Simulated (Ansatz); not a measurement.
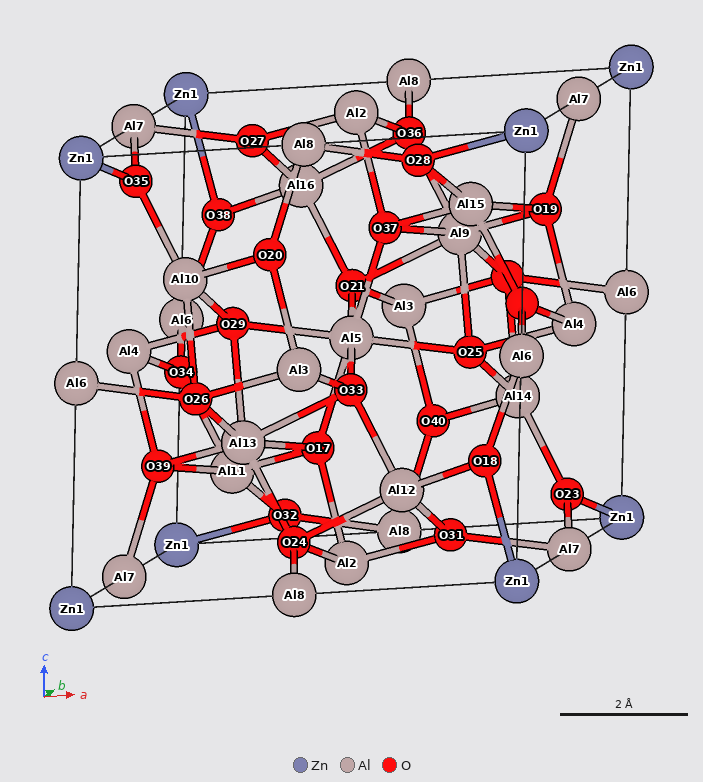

The structure as given in the input (ball-and-stick view of the cell of the calculation, seen slightly off an axis; atoms are numbered from 1 in the order of the input). An atom can appear more than once, as a periodic image. Near neighbours in the periodic cell (some may lie outside the picture): Zn has 6 O at 2.01 Å; Al has 6 O at 1.81 to 2.02 Å; O has 4 Al at 1.82 to 2.02 Å; O has 3 Al at 1.81 to 2.01 Å and 1 Zn at 2.01 Å.

## Single-point calculation, with input and output: Al15ZnO24 (part 1 of 2)

System: Al15ZnO24 (defect cell, 40 atoms in the cell).
Method: DFT PBE, scalar-relativistic, plane waves, PAW, spin-polarised (Ansatz 0.2.0).

The structure derives from a Materials Project entry. Figures and captions count atoms from 1; the log counts them from 0 in places.

Input
```yaml
crystal:
  lattice:
    - [-4.7976, -2.769896, 4.462709]
    - [4.7976, -2.769896, 4.462709]
    - [0.0, 5.539791, 4.462709]
  atoms:
    - { symbol: Zn, position: [0.0009977914, 0.0002831244, -0.0001661809], spin: 0.15 }
    - { symbol: Al, position: [0.500971389, 0.500225456, -0.0001873075] }
    - { symbol: Al, position: [0.5009509611, 0.0002531901, 0.4998615592] }
    - { symbol: Al, position: [0.0010243251, 0.5002432191, 0.4998624529] }
    - { symbol: Al, position: [0.5009728708, 0.5002228071, 0.4998859591] }
    - { symbol: Al, position: [0.0010204449, 0.0002513095, 0.4998802373] }
    - { symbol: Al, position: [0.0010023394, 0.5003439923, -0.0002122511] }
    - { symbol: Al, position: [0.5009757677, 0.0003189147, -0.000189471] }
    - { symbol: Al, position: [0.6944520231, 0.6937251797, 0.6933292809] }
    - { symbol: Al, position: [0.1958756944, 0.1934004755, 0.6914665895] }
    - { symbol: Al, position: [0.1941434774, 0.6918357004, 0.1947429713] }
    - { symbol: Al, position: [0.6927389207, 0.1951222401, 0.1931372069] }
    - { symbol: Al, position: [0.3075746482, 0.3067850702, 0.306350367] }
    - { symbol: Al, position: [0.80620836, 0.8071446196, 0.3083587398] }
    - { symbol: Al, position: [0.8078580095, 0.3086499994, 0.804975891] }
    - { symbol: Al, position: [0.3092883785, 0.8053907216, 0.8066357542] }
    - { symbol: O, position: [0.4166777394, 0.5588226831, 0.2520639634] }
    - { symbol: O, position: [0.9086336875, 0.0628072946, 0.2636594807], spin: 0.09 }
    - { symbol: O, position: [0.9161768536, 0.5618408095, 0.7509758055] }
    - { symbol: O, position: [0.4160188527, 0.0593807679, 0.751902083] }
    - { symbol: O, position: [0.4423758744, 0.7479867932, 0.5841859807] }
    - { symbol: O, position: [0.9418788639, 0.2482264031, 0.5848440417] }
    - { symbol: O, position: [0.9383855467, 0.7365617269, 0.0923305401], spin: 0.09 }
    - { symbol: O, position: [0.439428252, 0.2490828978, 0.0846171341] }
    - { symbol: O, position: [0.7487411792, 0.5845619893, 0.4412669191] }
    - { symbol: O, position: [0.2498808418, 0.0850936737, 0.4382079542] }
    - { symbol: O, position: [0.2488667992, 0.5852819848, 0.9407289335] }
    - { symbol: O, position: [0.7373437084, 0.0926548548, 0.9372455228], spin: 0.09 }
    - { symbol: O, position: [0.2532356824, 0.4159486956, 0.5584383748] }
    - { symbol: O, position: [0.7520889834, 0.9154328315, 0.5614978675] }
    - { symbol: O, position: [0.7530470201, 0.4152311499, 0.0588955743] }
    - { symbol: O, position: [0.2647769679, 0.9077447248, 0.062336902], spin: 0.09 }
    - { symbol: O, position: [0.5595963186, 0.2524908509, 0.4155624617] }
    - { symbol: O, position: [0.0600727534, 0.7522863728, 0.414863306] }
    - { symbol: O, position: [0.0635733967, 0.2640423689, 0.907364064], spin: 0.09 }
    - { symbol: O, position: [0.5625333294, 0.7513503518, 0.915027632] }
    - { symbol: O, position: [0.5852759398, 0.4415896468, 0.7476019413] }
    - { symbol: O, position: [0.0934410958, 0.9377272581, 0.7360578497], spin: 0.09 }
    - { symbol: O, position: [0.0858343894, 0.4386595117, 0.2486792152] }
    - { symbol: O, position: [0.586008877, 0.9411569794, 0.2478139415] }
magnetization:
  spin_polarized: true
basis:
  ecutwfc: 420
  fft_grid_basis: typed
kpoints:
  mp_grid: { grid: [3, 3, 3] }
hamiltonian:
  xc: pbe
  pseudopotentials: { kind: paw }
scf:
  occupations: { method: gaussian, width: 0.05 }
output:
  forces: true
  stress: false
  eigenvalues: true
  bader: true
  write_density: true
  volumetric_format: npy
  populations: true
```

Launched with:
```bash
ansatz run input.yaml --threads 4 --pin off --max-ram 10240MiB --backend cpu --events-out ev --progress --plain --runs-dir out
```

What the program printed
```
Engine: ansatz 0.2.0, aarch64-unknown-linux-gnu
Pseudopotentials: kind: paw
Pseudopotential: Zn, paw, valence charge 12, recommended cutoff 420 eV (normal), Zn.paw.azcp
Pseudopotential: Al, paw, valence charge 3, recommended cutoff 420 eV (normal), Al.paw.azcp
Pseudopotential: O, paw, valence charge 6, recommended cutoff 420 eV (normal), O.paw.azcp
Functional definition: PBE
  parameter kappa = 0.804
  parameter beta = 0.06672455060314922
  exchange = pbe_x(kappa = kappa, mu = beta*pi^2/3)
  correlation = pbe_c(beta = beta)
Crystal: 40 atoms, lattice volume = 355.826 Å³
Basis set: ecut = 420 eV, 6945 PW (Γ), exchange–correlation on 96×96×96 points (8 copies of the dense FFT grid, shifted against one another)
Bands: 141, of which v1, the nominal top of the filled ones, is band 101 counted from 1 (100 counted from 0)
Symmetry: 1 space group operations
Space group: P1 (ITA 1), of the structure as read, at distance tolerance 7.1e-5 Å
Magnetic group: BNS 1.1 (UNI 1), of the structure as read, at distance tolerance 7.1e-5 Å
k-points: 14 of 27 (time reversal used)
Non-local potential: Zn, projectors of the file, l = 0: 2, l = 1: 2, l = 2: 3, l = 3: 1
Non-local potential: Al, projectors of the file, l = 0: 2, l = 1: 2, l = 2: 1
Non-local potential: O, projectors of the file, l = 0: 2, l = 1: 2, l = 2: 1
PAW form: soft (Blöchl's): semilocal exchange-correlation on the pseudo side does not see the compensation charge
PAW one-centre angular grid: Zn, 590 points (default); XC on 64 Gauss nodes
PAW one-centre angular grid: Al, 110 points (default); XC on 64 Gauss nodes
PAW one-centre angular grid: O, 110 points (default); XC on 64 Gauss nodes
Initial density: superposition of atomic densities (chi_scale 0.1, normalization cell, long waves kept (reshape's long-wave potential 0.43 eV rms))
Starting moments: Σ|m| = 0.69 μB on 7 of 40 sites
Initial wavefunctions: pseudopotential atomic-orbital guess
Functional: x = pbe(κ = 0.804, μ = 0.2195149727645171), c = pbe(β = 0.06672455060314922)
SCF iter   1: F=—  HF=-25066.933810 eV  |F-HF|=—  |Δ(HF+E_count)|=         —  Δρ=6.55e-2 (↑6.02e-2 ↓6.55e-2)  dr2=5.49e1  dr2_m=7.90e-2  M=0.095 μB ∫|m|=0.163 μB  β_m=0.30  ethr=3.10e-3  ⟨swp⟩=6.5  Hψ=17696  notcnv=0  defer=567
preconditioner: auto → Kerker (q_TF=auto, 2.481 Å⁻¹)  [metal: Δε(μ)=0.007 eV  Ē_g=18.328 eV  σ=0.050 eV  W_gap=0.08  n_scr=92 (ndim 8)  ℏωp=27.9 eV  f_vac=0.000  D(μ)=29.23/eV (n_scr^D=370)]
spin=Collinear: Kerker preconditioning applied to the charge; magnetization (m = ρ↑ − ρ↓) channel mixes plain (no charge-response kernel on spin).
SCF iter   2: F=—  HF=-25056.483415 eV  |F-HF|=—  |Δ(HF+E_count)|=    1.05e1  Δρ=3.70e-2 (↑3.45e-2 ↓3.70e-2)  dr2=2.09e1  dr2_m=3.27e-2  M=0.284 μB ∫|m|=0.319 μB  β_m=0.30  ethr=3.10e-3  ⟨swp⟩=2.0  Hψ=7153  notcnv=0  defer=962
SCF iter   3: F=—  HF=-25051.365969 eV  |F-HF|=—  |Δ(HF+E_count)|=    5.12e0  Δρ=1.74e-2 (↑1.72e-2 ↓1.74e-2)  dr2=3.30e0  dr2_m=5.98e-3  M=0.371 μB ∫|m|=0.394 μB  β_m=0.30  ethr=3.10e-3  ⟨swp⟩=3.4  Hψ=6084  notcnv=0  defer=962
SCF iter   4: F=—  HF=-25050.785948 eV  |F-HF|=—  |Δ(HF+E_count)|=   5.80e-1  Δρ=6.48e-3 (↑5.70e-3 ↓6.48e-3)  dr2=8.84e-1  dr2_m=3.53e-3  M=0.391 μB ∫|m|=0.414 μB  β_m=0.30  ethr=1.64e-3  ⟨swp⟩=2.3  Hψ=6902  notcnv=0  defer=950
SCF iter   5: F=—  HF=-25050.725493 eV  |F-HF|=—  |Δ(HF+E_count)|=   6.05e-2  Δρ=4.03e-3 (↑3.80e-3 ↓4.03e-3)  dr2=2.69e-1  dr2_m=7.38e-3  M=0.517 μB ∫|m|=0.538 μB  β_m=1.00  ethr=4.40e-4  ⟨swp⟩=2.3  Hψ=4689  notcnv=0  defer=953
SCF iter   6: F=—  HF=-25050.709601 eV  |F-HF|=—  |Δ(HF+E_count)|=   1.59e-2  Δρ=5.60e-3 (↑3.34e-3 ↓5.60e-3)  dr2=1.47e-1  dr2_m=2.97e-2  M=0.831 μB ∫|m|=0.856 μB  β_m=1.00  ethr=1.34e-4  ⟨swp⟩=2.1  Hψ=6389  notcnv=0  defer=954
SCF iter   7: F=—  HF=-25050.700861 eV  |F-HF|=—  |Δ(HF+E_count)|=   8.74e-3  Δρ=2.22e-3 (↑2.22e-3 ↓2.18e-3)  dr2=2.74e-2  dr2_m=6.25e-3  M=0.993 μB ∫|m|=1.034 μB  β_m=1.00  ethr=7.30e-5  ⟨swp⟩=2.2  Hψ=5429  notcnv=0  defer=954
SCF iter   8: F=—  HF=-25050.708355 eV  |F-HF|=—  |Δ(HF+E_count)|=   7.49e-3  Δρ=9.07e-4 (↑9.07e-4 ↓8.48e-4)  dr2=1.33e-2  dr2_m=3.81e-4  M=1.000 μB ∫|m|=1.061 μB  β_m=0.30  ethr=1.36e-5  ⟨swp⟩=2.2  Hψ=4823  notcnv=0  defer=954
Mixer restart at iter 8: flushing history
spin-set hold released at iteration 8 (site moments contracting): the magnetisation degrees of freedom join the quasi-Newton model from the next iteration; the mixer history was flushed
SCF iter   9: F=—  HF=-25050.715086 eV  |F-HF|=—  |Δ(HF+E_count)|=   6.73e-3  Δρ=7.40e-4 (↑7.40e-4 ↓6.61e-4)  dr2=1.02e-2  dr2_m=2.36e-4  M=1.000 μB ∫|m|=1.066 μB  β_m=0.65  ethr=6.60e-6  ⟨swp⟩=1.0  Hψ=2994  notcnv=0  defer=954
SCF iter  10: F=—  HF=-25050.722230 eV  |F-HF|=—  |Δ(HF+E_count)|=   7.14e-3  Δρ=2.45e-4 (↑2.21e-4 ↓2.45e-4)  dr2=2.78e-3  dr2_m=3.70e-5  M=1.000 μB ∫|m|=1.081 μB  β_m=0.80  ethr=5.09e-6  ⟨swp⟩=2.0  Hψ=5130  notcnv=0  defer=954
SCF iter  11: F=—  HF=-25050.722135 eV  |F-HF|=—  |Δ(HF+E_count)|=   9.55e-5  Δρ=3.56e-4 (↑1.76e-4 ↓3.56e-4)  dr2=1.95e-3  dr2_m=3.65e-5  M=1.000 μB ∫|m|=1.083 μB  β_m=0.70  ethr=1.38e-6  ⟨swp⟩=2.0  Hψ=5184  notcnv=0  defer=954
SCF iter  12: F=—  HF=-25050.721802 eV  |F-HF|=—  |Δ(HF+E_count)|=   3.32e-4  Δρ=2.74e-4 (↑1.20e-4 ↓2.74e-4)  dr2=6.36e-4  dr2_m=2.80e-5  M=1.000 μB ∫|m|=1.084 μB  β_m=0.69  ethr=9.68e-7  ⟨swp⟩=2.0  Hψ=5232  notcnv=0  defer=954
SCF iter  13: F=—  HF=-25050.721685 eV  |F-HF|=—  |Δ(HF+E_count)|=   1.17e-4  Δρ=1.16e-4 (↑6.80e-5 ↓1.16e-4)  dr2=1.70e-4  dr2_m=5.12e-6  M=1.000 μB ∫|m|=1.084 μB  β_m=0.82  ethr=3.16e-7  ⟨swp⟩=2.2  Hψ=5247  notcnv=0  defer=951
SCF iter  14: F=—  HF=-25050.721661 eV  |F-HF|=—  |Δ(HF+E_count)|=   2.44e-5  Δρ=2.08e-4 (↑4.77e-5 ↓2.08e-4)  dr2=2.23e-4  dr2_m=2.59e-5  M=1.000 μB ∫|m|=1.083 μB  β_m=0.58  ethr=8.46e-8  ⟨swp⟩=2.0  Hψ=5172  notcnv=0  defer=951
SCF iter  15: F=—  HF=-25050.721636 eV  |F-HF|=—  |Δ(HF+E_count)|=   2.45e-5  Δρ=2.94e-5 (↑1.87e-5 ↓2.94e-5)  dr2=1.99e-5  dr2_m=6.23e-7  M=1.000 μB ∫|m|=1.083 μB  β_m=0.79  ethr=8.46e-8  ⟨swp⟩=2.6  Hψ=5021  notcnv=0  defer=951
SCF iter  16: F=—  HF=-25050.722303 eV  |F-HF|=—  |Δ(HF+E_count)|=   6.67e-4  Δρ=3.22e-5 (↑1.46e-5 ↓3.22e-5)  dr2=1.15e-5  dr2_m=4.31e-7  M=1.000 μB ∫|m|=1.083 μB  β_m=0.90  ethr=9.90e-9  ⟨swp⟩=2.1  Hψ=5702  notcnv=0  defer=951
SCF iter  17: F=—  HF=-25050.722301 eV  |F-HF|=—  |Δ(HF+E_count)|=   2.07e-6  Δρ=1.16e-5 (↑6.69e-6 ↓1.16e-5)  dr2=1.10e-6  dr2_m=9.70e-8  M=1.000 μB ∫|m|=1.083 μB  β_m=0.95  ethr=5.70e-9  ⟨swp⟩=2.0  Hψ=5067  notcnv=0  defer=951
SCF iter  18: F=—  HF=-25050.722301 eV  |F-HF|=—  |Δ(HF+E_count)|=   2.47e-7  Δρ=1.03e-5 (↑4.45e-6 ↓1.03e-5)  dr2=5.53e-7  dr2_m=5.00e-8  M=1.000 μB ∫|m|=1.083 μB  β_m=0.88  ethr=5.48e-10  ⟨swp⟩=2.0  Hψ=5614  notcnv=0  defer=951
SCF iter  19: F=—  HF=-25050.722301 eV  |F-HF|=—  |Δ(HF+E_count)|=   1.60e-8  Δρ=1.18e-5 (↑3.73e-6 ↓1.18e-5)  dr2=7.17e-7  dr2_m=7.71e-8  M=1.000 μB ∫|m|=1.083 μB  β_m=0.67  ethr=2.75e-10  ⟨swp⟩=2.0  Hψ=5664  notcnv=0  defer=951
SCF iter  20: F=—  HF=-25050.722301 eV  |F-HF|=—  |Δ(HF+E_count)|=   6.24e-8  Δρ=5.42e-6 (↑2.03e-6 ↓5.42e-6)  dr2=1.63e-7  dr2_m=1.59e-8  M=1.000 μB ∫|m|=1.083 μB  β_m=0.55  ethr=2.75e-10  ⟨swp⟩=2.0  Hψ=5106  notcnv=0  defer=951
SCF iter  21: F=—  HF=-25050.722301 eV  |F-HF|=—  |Δ(HF+E_count)|=   9.86e-9  Δρ=1.06e-6 (↑6.49e-7 ↓1.06e-6)  dr2=7.22e-9  dr2_m=7.18e-10  M=1.000 μB ∫|m|=1.083 μB  β_m=0.63  ethr=4.98e-11  ⟨swp⟩=19.1  Hψ=23818  notcnv=0
SCF iter  22: F=-25050.722301 eV  HF=-25050.722301 eV  |F-HF|=5.57e-10  |Δ(HF+E_count)|=   1.97e-9  Δρ=4.28e-7 (↑2.47e-7 ↓4.28e-7)  dr2=1.45e-9  dr2_m=1.03e-10  M=1.000 μB ∫|m|=1.083 μB  ethr=3.59e-12  ⟨swp⟩=3.0  Hψ=8702  notcnv=0
SCF 1 converged in 22 iterations: F = -25050.722301 eV  dr2 = 1.45e-9
  greatest PAW one-centre occupation: 0.996 electrons in one spin orbital (limit 2), on the Zn atom at site 0 (counted from 0), in its partial waves of l = 2
```

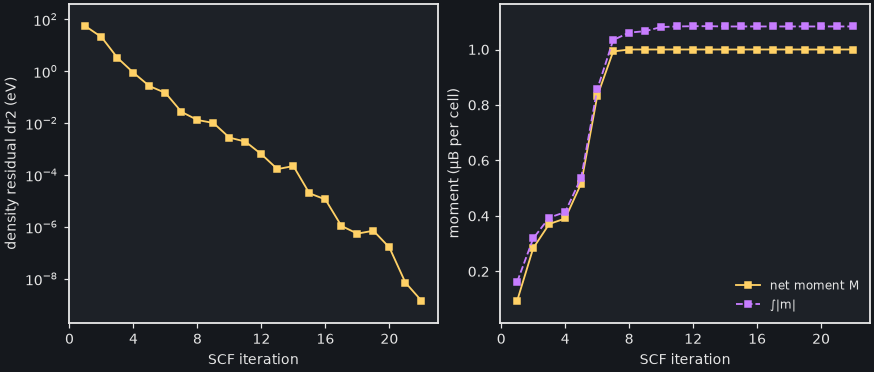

Convergence of the self-consistent field: density residual dr2 and magnetic moment against the SCF iteration. The residual falls almost steadily, with no more than small rises. The net moment goes from 0.1 to 1.0 μB per cell.

```
SCF converged after 22 iterations
Magnetization: 1.0000 μB (101.0000 up, 100.0000 down)
Absolute magnetization: 1.0863 μB (∫|ρ↑−ρ↓|, with the PAW one-centre terms)
Spin contamination: 0.0008 ħ² per cell (⟨S²⟩ above its minimum at these occupations)
Per-site moments (μB) at R_I (Å): [(0.15493692199784914, 0.8273801264165564), (-0.0001806163081279911, 0.7876341189645444), (-0.00017856626642271737, 0.7875960482655612), (-0.00017943889709121335, 0.7876711006236008), (-7.473311339810859e-5, 0.7882804848572681), (0.00023156072832138423, 0.767797842446382), (0.00023461959587526602, 0.7680876688573129), (0.00023885241965426748, 0.7680417575529688), (0.0005356410462977404, 0.7510680076828508), (-0.00029806129102541364, 0.7482025468772049), (-0.0003029367904967863, 0.7483501182068789), (-0.00030043732372137986, 0.7481039287295217), (0.0005345924551748551, 0.7511028016973581), (-0.00029787763730617354, 0.7483128565871581), (-0.00030197129935995056, 0.7482843091989668), (-0.00030072938776360054, 0.7480654555924691), (0.005482379544376367, 0.7543159969383487), (0.09069349804361594, 0.7481039287295217), (0.014521977453356915, 0.7511822703680316), (0.012537045640892981, 0.7520739931484959), (0.005442022944338627, 0.7542615741117411), (0.01254238145535522, 0.7520384731742144), (0.09187927403792391, 0.7483128565871581), (0.014590127168291084, 0.7512073296196019), (0.005498322934937524, 0.7544155518446233), (0.014388063693158173, 0.7511028016973581), (0.01260068957531809, 0.7520704677755291), (0.0922927363727546, 0.7482843091989668), (0.00547265559800787, 0.7543981981784843), (0.014378672771492181, 0.7510680076828508), (0.012620325882936684, 0.7521673499567415), (0.09227820634467215, 0.7483501182068789), (0.005419626172568454, 0.7542426769622025), (0.012446149999438294, 0.7520935427861879), (0.0918140991912265, 0.7482025468772049), (0.01465049598468568, 0.7511428720600294), (0.005509672825257329, 0.7543830876807673), (0.09065382039378807, 0.7480654555924691), (0.014546279435320442, 0.751226728826309), (0.01255016819223357, 0.7522879635373444)]
Free energy (F): -25050.722301 eV
Harris-Foulkes:  -25050.722301 eV  (|F-HF|=5.57e-10)
Internal energy: -25050.707213 eV  (E = F + TS)
E sigma→0 (E₀):  -25050.714757 eV
Entropy (-TS):   -0.015088 eV (-0.377 meV/atom)
Fermi energy:    7.462690 eV
--- Per-component energies (eV) ---
  E_band       = 179.487917
  E_kinetic    = 4840.750228
  E_local      = -10532.192804  (includes V_loc(G=0)·N_el)
  E_nonlocal   = 1907.831108
  E_hartree    = 4050.250916
  E_xc         = -2551.167778
  E_vxc        = -2810.160307  (∫ρ·V_xc dr)
  E_paw        = -12648.525475  (= ΣΔE_a)
  E_vpaw       = -1327.303812  (= ΣTr[D̂ρ^β])
  E_aug_tail   = 0.060142  (compensation charges beyond the density's cutoff)
  E_ewald      = -10117.713550
  E_smearing   = -0.015088  (= −TS)
  E_closure    = -0.000000  (closes the sum)
  Σ components = -25050.722301   (vs F -25050.722301, Δ=0.00e0)
```
